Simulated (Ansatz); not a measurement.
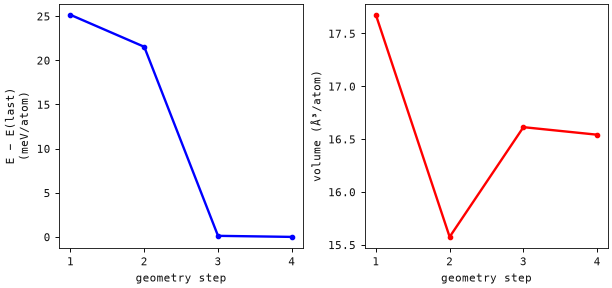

History of a geometry optimisation. Atoms and cell relax. A closing SCF on a freshly chosen basis isn't drawn.

- system: Ti (Im-3m, 1 atom in the cell)
- method: DFT PBEsol, scalar-relativistic, plane waves, PAW in Ansatz 0.2.0; cutoff 420 eV, 18×18×18 k-mesh, Gaussian smearing of 0.1 eV

### How did the optimisation end?

The optimisation met its thresholds at geometry 4, counting the start as the first. The energy fell by about 25 meV/atom from the first step to the last. All forces vanish by symmetry, so only the cell moves.

### Was the starting cell too large or too small?

The volume shrinks from 17.7 to 16.5 Å³ per atom (−6 %), overshooting to 15.6 at step 2. The start was expanded.
